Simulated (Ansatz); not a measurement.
Hf9Si7O32 (cell with a defect)

```
Hf Si O
1.0
     0.00000   -6.64549   -6.01445
     6.64549    0.00000    6.01445
    -6.64549    0.00000    6.01445
Hf Si O
9 7 32
Direct
  0.00000 0.12500 0.62500
  0.50000 0.88287 0.88287
  0.00000 0.62500 0.12500
  0.50000 0.36713 0.36713
  0.99425 0.50487 0.50487
  0.50000 0.23939 0.74513
  0.00575 0.01061 0.01061
  0.50000 0.74513 0.23939
  0.50000 0.62500 0.62500
  0.00000 0.37500 0.87500
  0.50000 0.12500 0.12500
  0.00000 0.87500 0.37500
  0.00572 0.25806 0.25806
  0.50000 0.99194 0.49766
  0.99428 0.75234 0.75234
  0.50000 0.49766 0.99194
  0.18772 0.25588 0.25588
  0.68465 0.99220 0.50382
  0.18174 0.76081 0.76081
  0.68465 0.50382 0.99220
  0.50000 0.61521 0.41241
  0.99056 0.37246 0.68878
  0.50000 0.12861 0.94391
  0.00944 0.88190 0.19822
  0.31535 0.31917 0.80755
  0.81826 0.07907 0.07907
  0.31535 0.80755 0.31917
  0.81228 0.56815 0.56815
  0.50000 0.41241 0.61521
  0.00944 0.19822 0.88190
  0.50000 0.94391 0.12861
  0.99056 0.68878 0.37246
  0.29720 0.63479 0.63479
  0.81632 0.36810 0.87754
  0.31531 0.12139 0.12139
  0.81632 0.87754 0.36810
  0.50000 0.68185 0.99412
  0.01161 0.44245 0.25780
  0.50000 0.17093 0.48919
  0.98839 0.93083 0.74618
  0.70280 0.83759 0.83759
  0.18368 0.56122 0.05178
  0.68469 0.30609 0.30609
  0.18368 0.05178 0.56122
  0.01161 0.25780 0.44245
  0.50000 0.99412 0.68185
  0.98839 0.74618 0.93083
  0.50000 0.48919 0.17093
```

Computed with DFT PBE, scalar-relativistic, plane waves, PAW (Ansatz 0.2.0).

What will maps of the valence pseudo-density and electron localisation function show?

Answer. Si–O (1.61 Å): ρ at the midpoint is about 1.3 e/Å³; the ELF peaks at about 0.85 between the atoms: a polar covalent bond.
Hf–O (1.90 Å): ρ at the midpoint is about 1.3 e/Å³, with its minimum of 1.2 e/Å³ about 1.0 Å from Hf; the ELF peaks at about 0.80 in the valence shell of O, 0.5 Å from its nucleus, and drops to about 0.25 between the two atoms: no shared electron pair shows on this line.
Hf–Hf (3.10 Å): ρ is about 0.21 e/Å³ halfway; the ELF is about 0.10 at the midpoint; no localised pair shows between them.
Hf–O (2.03 Å): the density is about 0.88 e/Å³ at the midpoint; the ELF peaks at about 0.85 in the valence shell of O, 0.6 Å from its nucleus, and drops to about 0.20 between the two atoms (no localised pair shows between them).

Does the calculation give a band gap?

Answer. It is gapped, with a Kohn–Sham gap of 5.2 eV on the k-point mesh (the band edges may lie off the mesh, which would make the gap smaller).

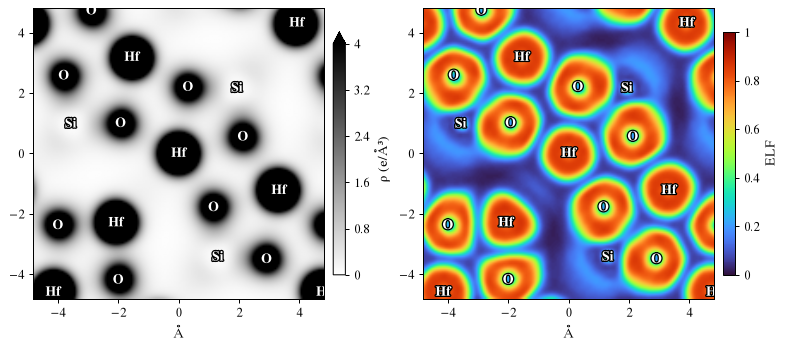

Computed valence pseudo-density and electron localisation function on the (100) plane of the calculation cell, in this order. 

In a PAW calculation such maps are meaningful between the atoms, not at the nuclei.
